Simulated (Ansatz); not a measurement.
# Geometry relaxation of Ta12Si (part 2 of 2)

Ta12Si (slab, 13 atoms in the cell); DFT PBE, scalar-relativistic, plane waves, PAW, PAW set soft_1, no spin polarisation (Ansatz 0.2.0); cutoff 420 eV, 5×5×1 k-mesh, Gaussian smearing of 0.1 eV. The structure derives from an entry of the Crystallography Open Database. The input holds or restrains some coordinates. Forces given for the steps count only the free coordinates.

### Output, continued
```
  k-point 0: bands = ["-65.0822", "-65.0487", "-64.9745", "-64.9570", "-64.9487", "-64.9315", "-64.9107", "-64.7541", "-64.7310", "-64.7309", "-64.7021", "-64.5056", "-31.8396", "-31.8274", "-31.8218", "-31.8123", "-31.7591", "-31.7482", "-31.7305", "-31.6794", "-31.6693", "-31.6058", "-31.5682", "-31.5514", "-31.5334", "-31.4679", "-31.3994", "-31.3164", "-31.3076", "-31.2809", "-31.2356", "-31.2238", "-31.2104", "-31.1600", "-31.1569", "-31.1195", "-31.0904", "-31.0810", "-31.0709", "-31.0497", "-31.0369", "-30.9638", "-30.9545", "-30.9544", "-30.9404", "-30.8938", "-30.8650", "-30.8202", "-4.5542", "-3.4633", "-1.9800", "-1.2981", "-1.2971", "-1.2690", "-0.9885", "-0.9274", "-0.8796", "-0.6834", "-0.1224", "-0.0316", "0.0562", "0.1830", "0.1858", "0.3422", "1.1017", "1.4809", "1.6069", "2.0402", "2.0841", "2.1050", "2.2063", "2.3271", "2.3831", "2.5756", "2.6293", "2.6724", "2.7651", "2.8024", "2.8750", "3.0928", "3.3717", "3.5048", "3.5213", "3.5657", "3.6231", "3.6565", "3.6601", "3.8218", "3.8502", "4.4780", "4.7354", "4.7595", "4.8363", "4.9400", "5.0673", "5.2870"]
  k-point 1: bands = ["-65.0798", "-65.0512", "-64.9715", "-64.9569", "-64.9494", "-64.9313", "-64.9132", "-64.7520", "-64.7331", "-64.7282", "-64.7048", "-64.5057", "-31.8218", "-31.8064", "-31.7927", "-31.7828", "-31.7405", "-31.7253", "-31.7095", "-31.6801", "-31.6254", "-31.6240", "-31.5741", "-31.5457", "-31.5166", "-31.4648", "-31.4146", "-31.3094", "-31.2945", "-31.2766", "-31.2653", "-31.2357", "-31.2169", "-31.2061", "-31.1545", "-31.1230", "-31.1099", "-31.1007", "-31.0603", "-31.0550", "-31.0427", "-30.9909", "-30.9858", "-30.9692", "-30.9420", "-30.8993", "-30.8643", "-30.8416", "-4.3351", "-3.3852", "-1.8240", "-1.6486", "-1.0771", "-1.0520", "-0.9571", "-0.7675", "-0.6783", "-0.5484", "-0.0277", "0.0487", "0.2205", "0.2465", "0.2888", "0.5523", "1.2197", "1.3636", "1.5962", "1.7681", "1.8183", "1.9498", "1.9762", "2.1900", "2.4009", "2.6219", "2.6916", "2.7117", "2.7721", "2.8787", "2.9748", "2.9907", "3.0778", "3.1596", "3.4614", "3.6572", "3.6812", "3.7240", "3.8252", "3.9123", "3.9314", "4.0300", "4.4411", "4.5804", "4.8017", "4.9580", "4.9813", "5.1634"]
  k-point 2: bands = ["-65.0744", "-65.0566", "-64.9639", "-64.9569", "-64.9541", "-64.9275", "-64.9197", "-64.7465", "-64.7387", "-64.7211", "-64.7119", "-64.5059", "-31.7827", "-31.7699", "-31.7527", "-31.7119", "-31.7088", "-31.6898", "-31.6813", "-31.6656", "-31.6614", "-31.6073", "-31.5343", "-31.5073", "-31.4737", "-31.4188", "-31.4140", "-31.3940", "-31.3700", "-31.3129", "-31.2524", "-31.2219", "-31.2218", "-31.2027", "-31.1725", "-31.1476", "-31.1246", "-31.1129", "-31.1035", "-31.0881", "-31.0638", "-31.0579", "-31.0268", "-30.9782", "-30.9328", "-30.9236", "-30.8635", "-30.8531", "-3.8431", "-3.1704", "-2.4745", "-1.4468", "-1.0435", "-0.5627", "-0.4856", "-0.3204", "-0.2768", "-0.2051", "-0.1187", "0.1797", "0.2239", "0.5601", "0.5948", "0.9666", "1.1347", "1.1619", "1.2758", "1.3796", "1.5760", "1.8690", "1.9583", "2.1543", "2.1930", "2.3706", "2.4619", "2.5154", "2.6517", "2.8155", "3.0460", "3.1596", "3.2511", "3.3035", "3.3808", "3.5017", "3.5562", "3.6726", "3.9212", "3.9545", "4.0268", "4.0447", "4.1169", "4.1600", "4.3514", "4.5733", "4.6658", "4.6755"]
  k-point 8: bands = ["-65.0739", "-65.0547", "-64.9591", "-64.9546", "-64.9494", "-64.9329", "-64.9283", "-64.7378", "-64.7301", "-64.7293", "-64.7212", "-64.5061", "-31.7226", "-31.7023", "-31.6489", "-31.6431", "-31.6304", "-31.6120", "-31.5972", "-31.5823", "-31.5636", "-31.5412", "-31.5211", "-31.4980", "-31.4835", "-31.4524", "-31.4368", "-31.4220", "-31.3978", "-31.3553", "-31.3416", "-31.3295", "-31.3197", "-31.2662", "-31.2152", "-31.1947", "-31.1553", "-31.1281", "-31.1100", "-31.0903", "-31.0755", "-31.0558", "-31.0406", "-31.0303", "-31.0067", "-30.9264", "-30.9195", "-30.8459", "-3.5879", "-2.4700", "-1.7188", "-1.6418", "-1.0633", "-0.6199", "-0.2314", "-0.0790", "0.2859", "0.4194", "0.4824", "0.7351", "0.7671", "0.9652", "1.0030", "1.0932", "1.1429", "1.2877", "1.4679", "1.4767", "1.5274", "1.5968", "1.7386", "1.8911", "2.0013", "2.0370", "2.1280", "2.2373", "2.4457", "2.5899", "2.8155", "2.8798", "3.0505", "3.2342", "3.3513", "3.3636", "3.4198", "3.5273", "3.5323", "3.6377", "3.8242", "3.8579", "3.9473", "4.0344", "4.1020", "4.3885", "4.4823", "4.5045"]
--- Relaxed structure (4 steps of the walk, 4 accepted, 0 SCFs on fresh bases) ---
  F+E_penalty+E_count = -119820.07695194 eV   max|allowed force component| = 4.812e-3 eV/Å
  atoms:
    - { symbol: Ta, position: [0.25, 0.25, 0.2032997296] }
    - { symbol: Ta, position: [0.25, 0.75, 0.2032997296] }
    - { symbol: Ta, position: [0.75, 0.25, 0.2032997296] }
    - { symbol: Ta, position: [0.75, 0.75, 0.2032997296] }
    - { symbol: Ta, position: [0.0, 0.0, 0.3094166865] }
    - { symbol: Ta, position: [0.0, 0.5, 0.3094166865] }
    - { symbol: Ta, position: [0.5, 0.0, 0.3094166865] }
    - { symbol: Ta, position: [0.5, 0.5, 0.3094166865] }
    - { symbol: Ta, position: [0.25, 0.25, 0.4155132774] }
    - { symbol: Ta, position: [0.25, 0.75, 0.4155132774] }
    - { symbol: Ta, position: [0.75, 0.25, 0.4155132774] }
    - { symbol: Ta, position: [0.75, 0.75, 0.4155132774] }
    - { symbol: Si, position: [0.25, 0.4166666667000001, 0.5277582357331718] }
```

### Trajectory as extended XYZ (Å, eV, eV/Å), 4 frames, from step=1 to step=4
```
13
Lattice="5.9724 0.0000 0.0000 0.0000 5.9724 0.0000 0.0000 0.0000 19.6754" Properties=species:S:1:pos:R:3:forces:R:3 step=1 energy=-119820.06298
Ta    1.4931    1.4931    4.0000    0.0000   0.0155   0.2710
Ta    1.4931    4.4793    4.0000    0.0000   0.0165   0.1113
Ta    4.4793    1.4931    4.0000    0.0000   0.0681   0.0777
Ta    4.4793    4.4793    4.0000    0.0000  -0.1098  -0.0534
Ta    0.0000    0.0000    6.0879   -0.0142  -0.0156  -0.3558
Ta    0.0000    2.9862    6.0879   -0.2072   0.1193  -0.3418
Ta    2.9862    0.0000    6.0879    0.0142  -0.0156  -0.3558
Ta    2.9862    2.9862    6.0879    0.2072   0.1193  -0.3418
Ta    1.4931    1.4931    8.1754    0.0000   0.2515   0.1323
Ta    1.4931    4.4793    8.1754    0.0000  -1.0458   0.9598
Ta    4.4793    1.4931    8.1754    0.0000   0.0028   0.2631
Ta    4.4793    4.4793    8.1754    0.0000  -0.0940   0.0874
Si    1.4931    2.4885   10.4441    0.0000   0.6880  -0.4537
13
Lattice="5.9724 0.0000 0.0000 0.0000 5.9724 0.0000 0.0000 0.0000 19.6754" Properties=species:S:1:pos:R:3:forces:R:3 step=2 energy=-119820.07607
Ta    1.4931    1.4931    4.0000    0.0000   0.0168   0.2882
Ta    1.4931    4.4793    4.0000    0.0000   0.0138   0.1250
Ta    4.4793    1.4931    4.0000    0.0000   0.0677   0.0828
Ta    4.4793    4.4793    4.0000    0.0000  -0.1207  -0.0535
Ta    0.0000    0.0000    6.0879   -0.0284  -0.0138  -0.3714
Ta    0.0000    2.9862    6.0879   -0.2230   0.1269  -0.3700
Ta    2.9862    0.0000    6.0879    0.0284  -0.0138  -0.3714
Ta    2.9862    2.9862    6.0879    0.2230   0.1269  -0.3700
Ta    1.4931    1.4931    8.1754    0.0000  -0.0480  -0.4144
Ta    1.4931    4.4793    8.1754    0.0000  -1.0605   1.0085
Ta    4.4793    1.4931    8.1754    0.0000  -0.0195   0.2544
Ta    4.4793    4.4793    8.1754    0.0000  -0.0799   0.0692
Si    1.4931    2.4885   10.3699    0.0000   1.0040   0.1226
13
Lattice="5.9724 0.0000 0.0000 0.0000 5.9724 0.0000 0.0000 0.0000 19.6754" Properties=species:S:1:pos:R:3:forces:R:3 step=3 energy=-119820.07695
Ta    1.4931    1.4931    4.0000    0.0000   0.0164   0.2849
Ta    1.4931    4.4793    4.0000    0.0000   0.0143   0.1223
Ta    4.4793    1.4931    4.0000    0.0000   0.0677   0.0819
Ta    4.4793    4.4793    4.0000    0.0000  -0.1186  -0.0533
Ta    0.0000    0.0000    6.0879   -0.0256  -0.0141  -0.3682
Ta    0.0000    2.9862    6.0879   -0.2200   0.1257  -0.3645
Ta    2.9862    0.0000    6.0879    0.0256  -0.0141  -0.3682
Ta    2.9862    2.9862    6.0879    0.2200   0.1257  -0.3645
Ta    1.4931    1.4931    8.1754    0.0000   0.0148  -0.3021
Ta    1.4931    4.4793    8.1754    0.0000  -1.0584   0.9984
Ta    4.4793    1.4931    8.1754    0.0000  -0.0150   0.2554
Ta    4.4793    4.4793    8.1754    0.0000  -0.0831   0.0727
Si    1.4931    2.4885   10.3838    0.0000   0.9386   0.0052
13
Lattice="5.9724 0.0000 0.0000 0.0000 5.9724 0.0000 0.0000 0.0000 19.6754" Properties=species:S:1:pos:R:3:forces:R:3 step=4 energy=-119820.07695
Ta    1.4931    1.4931    4.0000    0.0000   0.0164   0.2848
Ta    1.4931    4.4793    4.0000    0.0000   0.0143   0.1223
Ta    4.4793    1.4931    4.0000    0.0000   0.0677   0.0819
Ta    4.4793    4.4793    4.0000    0.0000  -0.1186  -0.0533
Ta    0.0000    0.0000    6.0879   -0.0256  -0.0140  -0.3682
Ta    0.0000    2.9862    6.0879   -0.2200   0.1257  -0.3645
Ta    2.9862    0.0000    6.0879    0.0256  -0.0140  -0.3682
Ta    2.9862    2.9862    6.0879    0.2200   0.1257  -0.3645
Ta    1.4931    1.4931    8.1754    0.0000   0.0149  -0.3019
Ta    1.4931    4.4793    8.1754    0.0000  -1.0585   0.9986
Ta    4.4793    1.4931    8.1754    0.0000  -0.0150   0.2555
Ta    4.4793    4.4793    8.1754    0.0000  -0.0831   0.0727
Si    1.4931    2.4885   10.3838    0.0000   0.9385   0.0048
```

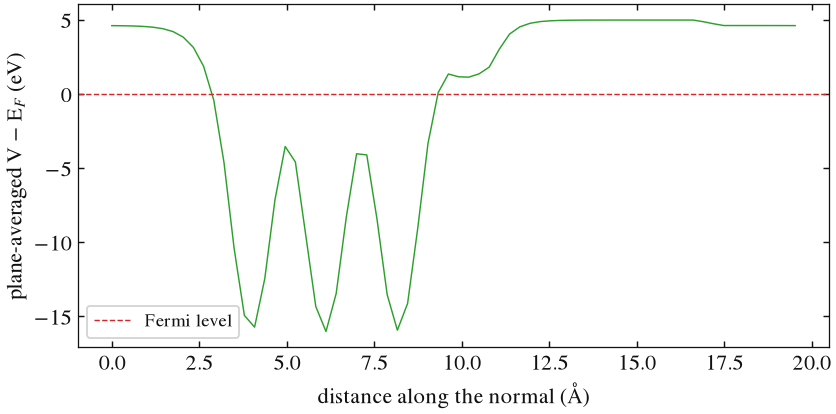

*Plane average of the electrostatic potential energy of an electron across the cell, from the Fermi level.*

The vacuum level lies 4.98 eV above the Fermi level on the upper side and 4.61 eV on the lower.

The run was set up as follows.

### The input
```yaml
crystal:
  lattice:
    - [5.9723607044, 0.0, 0.0]
    - [0.0, 5.9723607044, 0.0]
    - [0.0, 0.0, 19.6753827862]
  atoms:
    - { symbol: Ta, position: [0.25, 0.25, 0.2032997296] }
    - { symbol: Ta, position: [0.25, 0.75, 0.2032997296] }
    - { symbol: Ta, position: [0.75, 0.25, 0.2032997296] }
    - { symbol: Ta, position: [0.75, 0.75, 0.2032997296] }
    - { symbol: Ta, position: [0.0, 0.0, 0.3094166865] }
    - { symbol: Ta, position: [0.0, 0.5, 0.3094166865] }
    - { symbol: Ta, position: [0.5, 0.0, 0.3094166865] }
    - { symbol: Ta, position: [0.5, 0.5, 0.3094166865] }
    - { symbol: Ta, position: [0.25, 0.25, 0.4155132774] }
    - { symbol: Ta, position: [0.25, 0.75, 0.4155132774] }
    - { symbol: Ta, position: [0.75, 0.25, 0.4155132774] }
    - { symbol: Ta, position: [0.75, 0.75, 0.4155132774] }
    - { symbol: Si, position: [0.25, 0.4166666667, 0.5308224831] }
basis:
  ecutwfc: 420
kpoints:
  mp_grid: { grid: [5, 5, 1] }
hamiltonian:
  xc: pbe
  pseudopotentials: { kind: paw, azcp: { folder: soft_1 } }
scf:
  occupations: { method: gaussian, width: 0.1 }
output:
  forces: true
  eigenvalues: true
relax:
  adjacent_minimum: "off"
  f_tol: 0.025
  max_steps: 16
  constraints:
    - { sites: [0, 1, 2, 3, 4, 5, 6, 7, 8, 9, 10, 11] }
    - { sites: [12], fix: xy }
efield:
  axis: 3
  dipole_correction: true
  ramp_width: 0.04
```

Command:
```bash
ansatz run input.yaml --threads 4 --pin off --max-ram 12288MiB --backend cpu --events-out ev --progress --plain --runs-dir out
```

### Results in brief

| quantity | value |
| --- | --- |
| outcome | converged under the restraints of the input |
| electrons treated | 160 |
| free energy | −119820.0770 eV |
| work function, top face | 4.98 eV |
| work function, bottom face | 4.61 eV |
| Fermi energy | 3.094 eV |
| gap on the k-point mesh | none (metallic) |
| final volume | 701.80 Å³ |
| work function (upper face) | 4.98 eV |
| largest force (length of the vector) at the end, held atoms and coordinates included | 1.455 eV/Å |
| hardware | 4 threads of Intel Xeon @ 2.50GHz (Skylake/Cascade Lake), 32 GiB of memory available, shared host |
| wall time | 53 s (CPU time 3.4 min) |
| peak memory | 1.8 GiB |

### Remarks

Spin–orbit coupling is left out, which matters for Ta.
